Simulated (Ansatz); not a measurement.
# Two runs on Ta

System: Ta (Cmcm, 2 atoms in the cell).
Method of run A: DFT r2SCAN, scalar-relativistic, plane waves, PAW, no spin polarisation (Ansatz 0.2.0).

The structure derives from a Materials Project entry. Text and figures count atoms from 1; the logs count them from 0 in places.

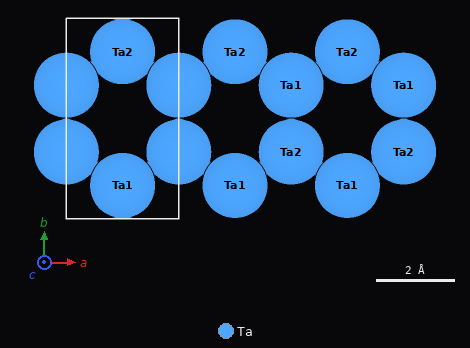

Fig. 1: The structure (spheres-only view of the cell 2 times as large as that of the calculation, set on its symmetry axes, repeated 3 × 1 × 1, along the c axis; atoms are numbered from 1 in the order of the input). An atom can appear more than once, as a periodic image.

## Input, run A
```yaml
crystal:
  lattice:
    - [2.8879886106, 0.0, 0.0]
    - [-1.4439943053, 2.5761036477, 0.0]
    - [0.0, 0.0, 5.1181138697]
  atoms:
    - { symbol: Ta, position: [0.6666666667, 0.3333333333, 0.75] }
    - { symbol: Ta, position: [0.3333333333, 0.6666666667, 0.25] }
basis:
  ecutwfc: 500
kpoints:
  mp_grid: { grid: [24, 24, 12] }
hamiltonian:
  xc: r2scan
scf:
  occupations: { method: gaussian, width: 0.15 }
output:
  forces: true
  stress: true
  eigenvalues: true
```

Command:
```bash
ansatz run input.yaml --threads 1 --pin off --max-ram 2560MiB --backend cpu --events-out ev --progress --plain --runs-dir out
```

Hardware: 1 thread of Intel Xeon @ 2.50GHz (Skylake/Cascade Lake), 189 GiB of memory available, shared host.

## Output, shortened to warnings, some set-up lines, iterations and results (run A)
```
Basis set: ecut = 500 eV, 979 PW (Γ), exchange–correlation on 96×96×160 points (64 copies of the dense FFT grid, shifted against one another)
Symmetry: 8 space group operations
k-points: 1099 of 6912
Initial density: superposition of atomic densities (neutral atoms: chi_scale 0, normalization atom), corrected by the library's trained network
[...]
SCF iter   1: F=—  HF=-19887.985281 eV  |F-HF|=—  |Δ(HF+E_count)|=         —  Δρ=8.35e-3  dr2=1.14e-2  dr2_τ=2.86e-2  ethr=1.77e-3  ⟨swp⟩=5.1  Hψ=89049  notcnv=0
SCF iter   2: F=—  HF=-19888.012731 eV  |F-HF|=—  |Δ(HF+E_count)|=   2.75e-2  Δρ=5.41e-3  dr2=4.83e-3  dr2_τ=5.49e-4  ethr=4.38e-5  ⟨swp⟩=2.1  Hψ=33821  notcnv=0
SCF iter   3: F=—  HF=-19888.014610 eV  |F-HF|=—  |Δ(HF+E_count)|=   1.88e-3  Δρ=6.66e-4  dr2=9.68e-5  dr2_τ=2.51e-5  ethr=1.86e-5  ⟨swp⟩=2.0  Hψ=24351  notcnv=0
SCF iter   4: F=—  HF=-19888.014649 eV  |F-HF|=—  |Δ(HF+E_count)|=   3.93e-5  Δρ=2.60e-4  dr2=1.87e-5  dr2_τ=1.05e-6  ethr=3.72e-7  ⟨swp⟩=2.5  Hψ=30059  notcnv=0
SCF iter   5: F=—  HF=-19888.014654 eV  |F-HF|=—  |Δ(HF+E_count)|=   5.26e-6  Δρ=4.89e-5  dr2=6.03e-7  dr2_τ=5.33e-8  ethr=7.20e-8  ⟨swp⟩=2.2  Hψ=24319  notcnv=0
SCF iter   6: F=-19888.014654 eV  HF=-19888.014654 eV  |F-HF|=4.23e-8  |Δ(HF+E_count)|=   2.47e-7  Δρ=1.67e-5  dr2=5.18e-8  dr2_τ=7.18e-9  ethr=3.85e-10  ⟨swp⟩=6.0  Hψ=86173  …
SCF 1 converged in 6 iterations: F = -19888.014654 eV  dr2 = 5.18e-8
SCF converged after 6 iterations
Free energy (F): -19888.014654 eV
Harris-Foulkes:  -19888.014654 eV  (|F-HF|=4.23e-8)
Internal energy: -19887.985698 eV  (E = F + TS)
E sigma→0 (E₀):  -19888.000176 eV
Entropy (-TS):   -0.028957 eV (-14.478 meV/atom)
Fermi energy:    17.807682 eV
--- Per-component energies (eV) ---
  E_band       = -262.396341
  E_kinetic    = 730.856204
  E_local      = -1164.178566  (includes V_loc(G=0)·N_el)
  E_nonlocal   = 29.096766
  E_hartree    = 400.865265
  E_xc         = -407.505738
  E_vxc        = -442.225081  (∫ρ·V_xc dr)
  E_paw        = -16845.329455  (= ΣΔE_a)
  E_vpaw       = -240.003545  (= ΣTr[D̂ρ^β])
  E_aug_tail   = 0.000160  (compensation charges beyond the density's cutoff)
  E_vtau       = 22.328405  (kinetic-family band-sum trace: ∫τ·v_τ [+ j·A + Jᵃ·Aᵃ] dr)
  E_ewald      = -2630.277773
  E_core_change = -1.512561  (= ΣΔE_core)
  E_smearing   = -0.028957  (= −TS)
  E_closure    = -0.000000  (closes the sum)
  Σ components = -19888.014654   (vs F -19888.014654, Δ=0.00e0)
--- Forces (eV/Å), atoms counted from 1 ---
  atom   1  Ta     0.00000000    -0.16677338     0.00000000
  atom   2  Ta     0.00000000     0.16677338     0.00000000
  max |Σ_I F_I| component: 5.55e-17 eV/Å
--- Stress (GPa, compression-positive) ---
       -5.726821       0.000000       0.000000
        0.000000      -7.255544       0.000000
        0.000000       0.000000      -3.565092
  P = ⅓ Tr σ = -5.5158 GPa (-55.158 kbar)
```

For run B the input was changed thus:
```diff
-    - [-1.4439943053, 2.5761036477, 0.0]
+    - [-1.4439943053, 2.4010286425, 0.0]
```

What does this change do to the results?

With the same functional and potentials, run B lies 15.6 meV per atom higher. The pressure goes from −5.52 to 9.00 GPa. The largest force goes from 0.167 to 0.248 eV/Å. The volume per atom goes from 19.04 to 17.74 Å³. The number of SCF iterations is the same. The plane waves at Γ go from 979 to 891.

## Output, shortened to warnings, some set-up lines, iterations and results (run B)
```
Basis set: ecut = 500 eV, 891 PW (Γ), exchange–correlation on 96×96×160 points (64 copies of the dense FFT grid, shifted against one another)
Symmetry: 8 space group operations
k-points: 1099 of 6912
Initial density: superposition of atomic densities (neutral atoms: chi_scale 0, normalization atom), corrected by the library's trained network
[...]
SCF iter   1: F=—  HF=-19887.945918 eV  |F-HF|=—  |Δ(HF+E_count)|=         —  Δρ=8.87e-3  dr2=1.56e-2  dr2_τ=3.61e-2  ethr=1.77e-3  ⟨swp⟩=5.1  Hψ=90822  notcnv=0
SCF iter   2: F=—  HF=-19887.982542 eV  |F-HF|=—  |Δ(HF+E_count)|=   3.66e-2  Δρ=5.63e-3  dr2=6.10e-3  dr2_τ=5.59e-4  ethr=6.02e-5  ⟨swp⟩=2.1  Hψ=33427  notcnv=0
SCF iter   3: F=—  HF=-19887.983468 eV  |F-HF|=—  |Δ(HF+E_count)|=   9.26e-4  Δρ=8.16e-4  dr2=2.07e-4  dr2_τ=3.02e-5  ethr=2.35e-5  ⟨swp⟩=2.0  Hψ=24210  notcnv=0
SCF iter   4: F=—  HF=-19887.983472 eV  |F-HF|=—  |Δ(HF+E_count)|=   3.84e-6  Δρ=3.59e-4  dr2=2.03e-5  dr2_τ=2.80e-6  ethr=7.97e-7  ⟨swp⟩=2.3  Hψ=26359  notcnv=0
SCF iter   5: F=—  HF=-19887.983487 eV  |F-HF|=—  |Δ(HF+E_count)|=   1.53e-5  Δρ=5.29e-5  dr2=7.65e-7  dr2_τ=1.00e-7  ethr=7.81e-8  ⟨swp⟩=2.8  Hψ=33712  notcnv=0
SCF iter   6: F=-19887.983487 eV  HF=-19887.983487 eV  |F-HF|=5.89e-10  |Δ(HF+E_count)|=   3.28e-8  Δρ=4.93e-6  dr2=5.79e-9  dr2_τ=1.88e-9  ethr=3.85e-10  ⟨swp⟩=6.2  Hψ=89553 …
SCF 1 converged in 6 iterations: F = -19887.983487 eV  dr2 = 5.79e-9
SCF converged after 6 iterations
Free energy (F): -19887.983487 eV
Harris-Foulkes:  -19887.983487 eV  (|F-HF|=5.89e-10)
Internal energy: -19887.955723 eV  (E = F + TS)
E sigma→0 (E₀):  -19887.969605 eV
Entropy (-TS):   -0.027764 eV (-13.882 meV/atom)
Fermi energy:    19.254021 eV
--- Per-component energies (eV) ---
  E_band       = -222.822188
  E_kinetic    = 736.555078
  E_local      = -1089.859724  (includes V_loc(G=0)·N_el)
  E_nonlocal   = 31.019361
  E_hartree    = 381.698849
  E_xc         = -409.468171
  E_vxc        = -445.163554  (∫ρ·V_xc dr)
  E_paw        = -16846.380600  (= ΣΔE_a)
  E_vpaw       = -241.337819  (= ΣTr[D̂ρ^β])
  E_aug_tail   = 0.000161  (compensation charges beyond the density's cutoff)
  E_vtau       = 22.566522  (kinetic-family band-sum trace: ∫τ·v_τ [+ j·A + Jᵃ·Aᵃ] dr)
  E_ewald      = -2690.008117
  E_core_change = -1.512561  (= ΣΔE_core)
  E_smearing   = -0.027764  (= −TS)
  E_closure    = 0.000000  (closes the sum)
  Σ components = -19887.983487   (vs F -19887.983487, Δ=0.00e0)
--- Forces (eV/Å), atoms counted from 1 ---
  atom   1  Ta     0.00000000     0.24802121     0.00000000
  atom   2  Ta     0.00000000    -0.24802121     0.00000000
  max |Σ_I F_I| component: 2.78e-17 eV/Å
--- Stress (GPa, compression-positive) ---
        9.385984       0.000000       0.000000
        0.000000      12.534628       0.000000
        0.000000       0.000000       5.092352
  P = ⅓ Tr σ = 9.0043 GPa (90.043 kbar)
```

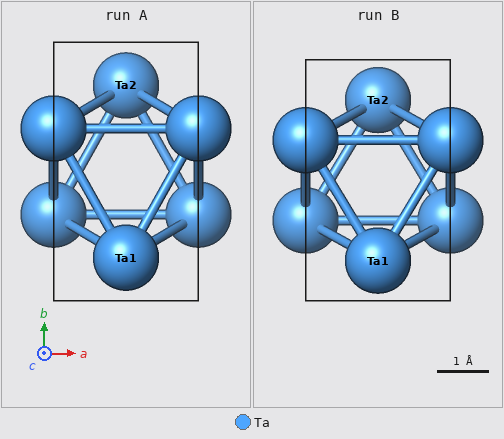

Fig. 2: The two input geometries at one scale (ball-and-stick view of the cell 2 times as large as that of the calculation, set on its symmetry axes, along the c axis). No atom moves by more than 0.005 Å relative to the cell. The drawn cell changes as follows: a stays at 2.888 Å, b 5.152 → 4.802 Å (−6.8 %), c stays at 5.118 Å; the volume changes by −6.8 %. Among the contacts that change: Ta1–Ta1 2.953 → 2.802 Å, Ta1–Ta2 3.082 → 3.018 Å.

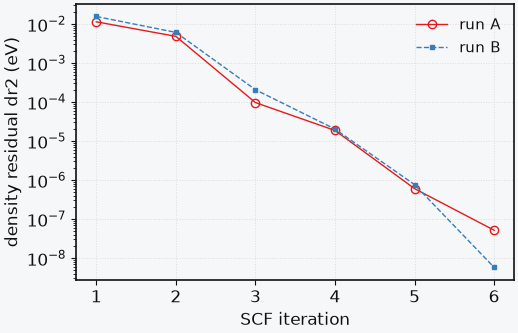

Fig. 3: Convergence of the two runs: density residual dr2 against the SCF iteration. Run A takes 6 iterations in all, and run B takes 6.

## The two runs side by side

```csv
quantity,run A,run B
outcome,converged,converged
free energy per atom (eV),−9944.0073,−9943.9917
"energy per atom, smearing taken to zero (eV)",−9944.0001,−9943.9848
gap on the mesh (eV),0.00,0.00
pressure (GPa),−5.52,9.00
volume per atom (Å³),19.04,17.74
largest force (eV/Å),0.167,0.248
SCF iterations,6,6
irreducible k-points,1099,1099
plane waves at Γ,979,891
wall time (shared host),1.8 min,1.7 min
```

For both runs: Spin–orbit coupling is left out, which matters for Ta.
